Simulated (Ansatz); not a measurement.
# A series of single points on Cr

System: Cr (Fm-3m, 1 atom in the cell).
Method: DFT, RPBE, plane waves (420 eV) with PAW, scalar-relativistic, no spin polarisation (Ansatz 0.2.0).

The 5 runs differ only in the geometry, by an even scaling of the cell at fixed fractional positions.

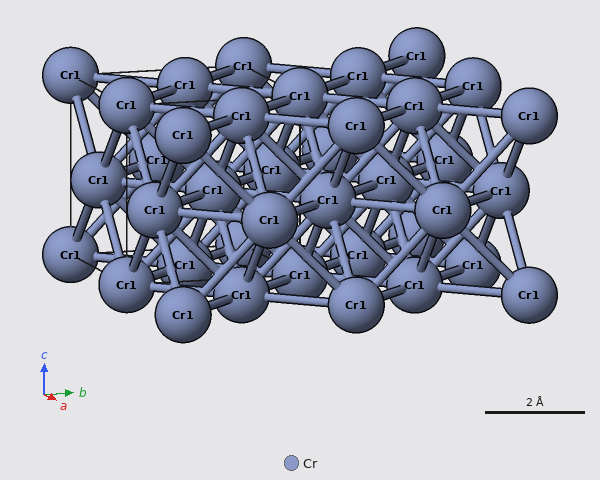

Figure 1. The structure of run 3 (ball-and-stick view of the cell 4 times as large as that of the calculation, set on its symmetry axes, repeated 2 × 2 × 1, seen slightly off an axis; atoms are numbered from 1 in the order of the input).

## Input of run 3
```yaml
crystal:
  lattice:
    - [0.0, 1.8492328896, 1.8492328896]
    - [1.8492328896, 0.0, 1.8492328896]
    - [1.8492328896, 1.8492328896, 0.0]
  atoms:
    - { symbol: Cr, position: [0.0, 0.0, 0.0] }
hamiltonian:
  xc: rpbe
  pseudopotentials:
    kind: paw
    azcp:
      Cr: "pseudopotentials/Cr.paw.azcp"
basis:
  ecutwfc: 420
  fft_grid_basis: typed
kpoints:
  mp_grid: { grid: [17, 17, 17], shift: [0, 0, 0] }
magnetization:
  spin_polarized: false
scf:
  occupations: { method: fermi_dirac, width: 0.1 }
  lower_state_search: "off"
output:
  stress: true
```

Run 2 differs from it as follows:
```diff
-    - [0.0, 1.8492328896, 1.8492328896]
-    - [1.8492328896, 0.0, 1.8492328896]
-    - [1.8492328896, 1.8492328896, 0.0]
+    - [0.0, 1.8252141594, 1.8252141594]
+    - [1.8252141594, 0.0, 1.8252141594]
+    - [1.8252141594, 1.8252141594, 0.0]
```

## Results, with one run withheld

```tsv
run	volume per atom (Å³)	free energy per atom, from the lowest run given (meV)	pressure (GPa)
1	11.675	1.54	9.83
2	12.161	?	?
3	12.648	0.00	−8.08
4	13.134	34.79	−14.60
5	13.620	87.39	−19.86
```

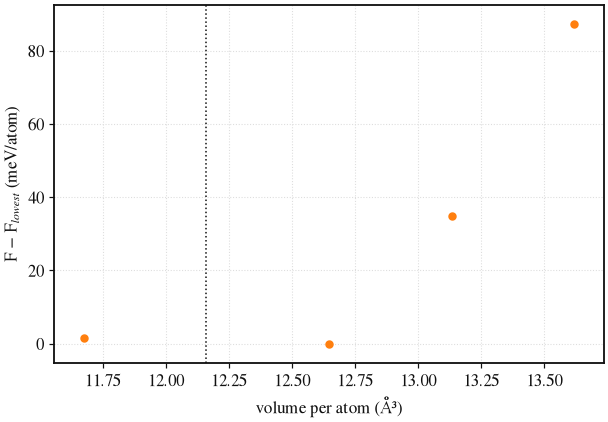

Figure 2. Free energy per atom of the runs given; the dotted line marks run 2.

What should run 2 give?

A quadratic polynomial in V^(−2/3) (the Birch–Murnaghan form), fitted to the 4 runs given, misses them by at most 0.07 meV per atom. With x = V^(−2/3) − 0.18338 Å⁻², it reads F = 4.7191 − 6050.4 x + 5.2688e+05 x² (meV per atom). At run 2 it gives −12.65 meV per atom, and the run itself gives −12.78. The slope of the fit gives a pressure −dF/dV of −0.04 GPa there, and the run prints −0.05 GPa. The fit has its minimum at 12.159 Å³ per atom, where V d²F/dV² gives 221 GPa: the bulk modulus at this level, since symmetry fixes the shape and the positions.

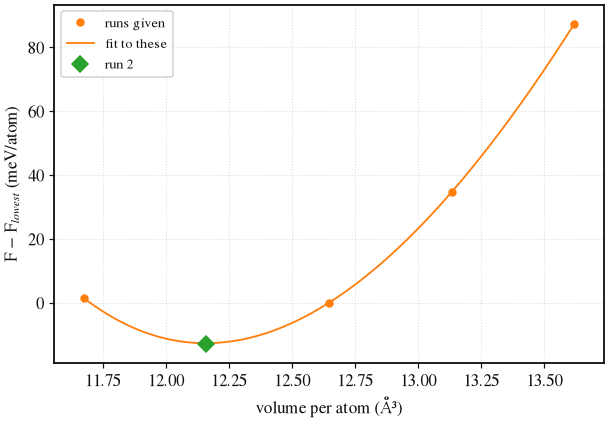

Figure 3. The fit and the withheld run.

## Output, shortened to warnings, some set-up lines, iterations and results (run 2)
```
Basis set: ecut = 420 eV, 259 PW (Γ)
Symmetry: 48 space group operations
k-points: 165 of 4913
Initial density: superposition of atomic densities (neutral atoms: chi_scale 0, normalization atom), corrected by the library's trained network
[...]
SCF iter   1: F=—  HF=-3381.872606 eV  |F-HF|=—  |Δ(HF+E_count)|=         —  Δρ=7.78e-3  dr2=5.06e-3  ethr=1.77e-3  ⟨swp⟩=3.9  Hψ=8715  notcnv=0
SCF iter   2: F=—  HF=-3381.872247 eV  |F-HF|=—  |Δ(HF+E_count)|=   3.59e-4  Δρ=4.59e-3  dr2=1.58e-3  ethr=3.61e-5  ⟨swp⟩=3.0  Hψ=4744  notcnv=0
SCF iter   3: F=—  HF=-3381.871776 eV  |F-HF|=—  |Δ(HF+E_count)|=   4.71e-4  Δρ=1.43e-3  dr2=6.89e-5  ethr=1.13e-5  ⟨swp⟩=2.9  Hψ=3147  notcnv=0
SCF iter   4: F=—  HF=-3381.871836 eV  |F-HF|=—  |Δ(HF+E_count)|=   6.07e-5  Δρ=1.16e-4  dr2=3.11e-7  ethr=4.92e-7  ⟨swp⟩=1.0  Hψ=1815  notcnv=0
SCF iter   5: F=-3381.871837 eV  HF=-3381.871837 eV  |F-HF|=4.16e-10  |Δ(HF+E_count)|=   4.96e-7  Δρ=1.18e-5  dr2=5.06e-9  ethr=2.22e-9  ⟨swp⟩=2.4  Hψ=2601  notcnv=0
SCF iter   6: F=-3381.871837 eV  HF=-3381.871837 eV  |F-HF|=2.73e-12  |Δ(HF+E_count)|=   2.18e-9  Δρ=6.49e-7  dr2=2.04e-11  ethr=3.62e-11  ⟨swp⟩=1.5  Hψ=5569  notcnv=0
SCF 1 converged in 6 iterations: F = -3381.871837 eV  dr2 = 2.04e-11
SCF converged after 6 iterations
Free energy (F): -3381.871837 eV
Harris-Foulkes:  -3381.871837 eV  (|F-HF|=2.73e-12)
Internal energy: -3381.811994 eV  (E = F + TS)
E sigma→0 (E₀):  -3381.841915 eV
Entropy (-TS):   -0.059843 eV (-59.843 meV/atom)
Fermi energy:    18.193174 eV
--- Per-component energies (eV) ---
  E_band       = -156.916314
  E_kinetic    = 342.528089
  E_local      = -1220.789002  (includes V_loc(G=0)·N_el)
  E_nonlocal   = 77.767579
  E_hartree    = 530.272519
  E_xc         = -139.867154
  E_vxc        = -178.152463  (∫ρ·V_xc dr)
  E_paw        = -1199.279353  (= ΣΔE_a)
  E_vpaw       = -238.815722  (= ΣTr[D̂ρ^β])
  E_aug_tail   = 0.000327  (compensation charges beyond the density's cutoff)
  E_ewald      = -1772.394224
  E_core_change = -0.050776  (= ΣΔE_core)
  E_smearing   = -0.059843  (= −TS)
  E_closure    = -0.000000  (closes the sum)
  Σ components = -3381.871837   (vs F -3381.871837, Δ=0.00e0)
--- Stress (GPa, compression-positive) ---
       -0.050640       0.000000      -0.000000
        0.000000      -0.050640       0.000000
        0.000000       0.000000      -0.050640
  P = ⅓ Tr σ = -0.0506 GPa (-0.506 kbar)
```

Notes: The run has no spin polarisation, so a magnetic state may lie lower.
